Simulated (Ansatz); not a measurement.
Take the following structure.

```xyz
12
Lattice="4.8408 0.0000 0.0000 0.0000 4.8408 0.0000 0.0000 0.0000 4.8408" Properties=species:S:1:pos:R:3 pbc="T T T"
Mg    0.0000    2.4204    2.4204
Mg    2.4204    2.4204    0.0000
Mg    2.4204    0.0000    2.4204
Mg    0.0000    0.0000    0.0000
O     1.9926    0.4278    4.4131
O     0.4278    4.4131    1.9926
O     4.4131    1.9926    0.4278
O     2.8482    2.8482    2.8482
O     1.9926    1.9926    1.9926
O     0.4278    2.8482    4.4131
O     4.4131    0.4278    2.8482
O     2.8482    4.4131    0.4278
```

Question: Work out the structure from the coordinates.

Answer: The structure is one of MgO2. The lattice is primitive cubic and the space group Pa-3 (No. 205). Among the common structure types it is pyrite. Content of the cell: 4 Mg, 8 O (Z = 4). The numbers of neighbours within bonding distance are Mg 6 and O 4.

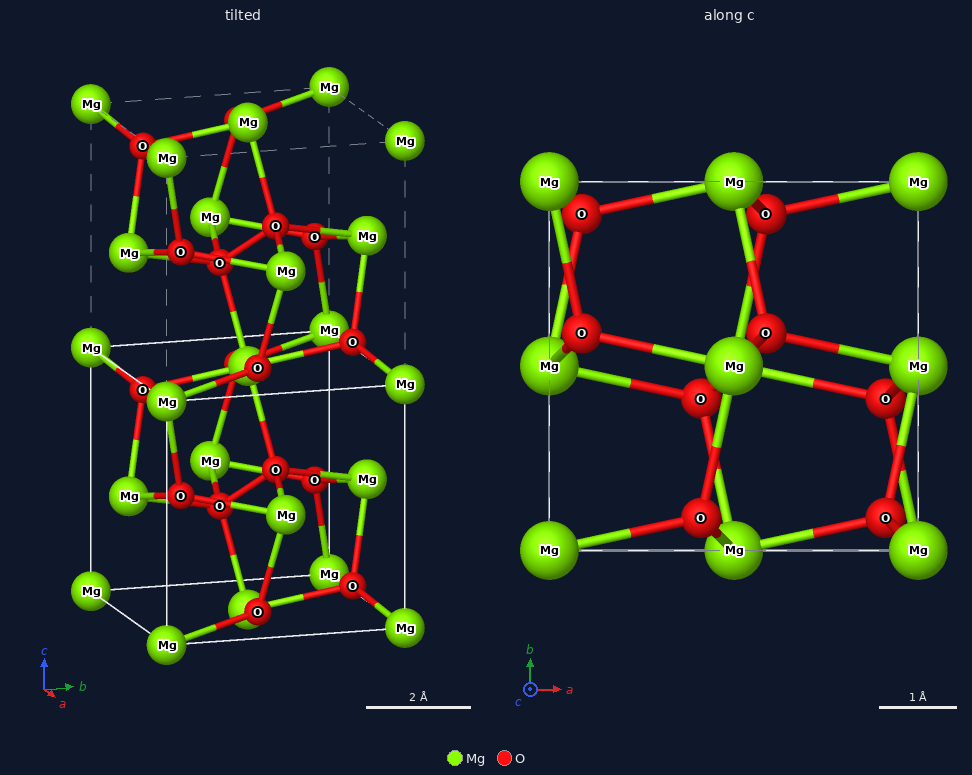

The figure gives a ball-and-stick picture of the atoms, viewed slightly off an axis and along the c axis. A block of 1×1×2 cells is shown, with one conventional unit cell in solid outline.

Starting structure: a structure listed in the Materials Project. Earlier steps of the study, as a rule a relaxation of our own, may have changed the cell and positions, so they can lie some per cent off the listed ones. A calculation with Ansatz used it as input.
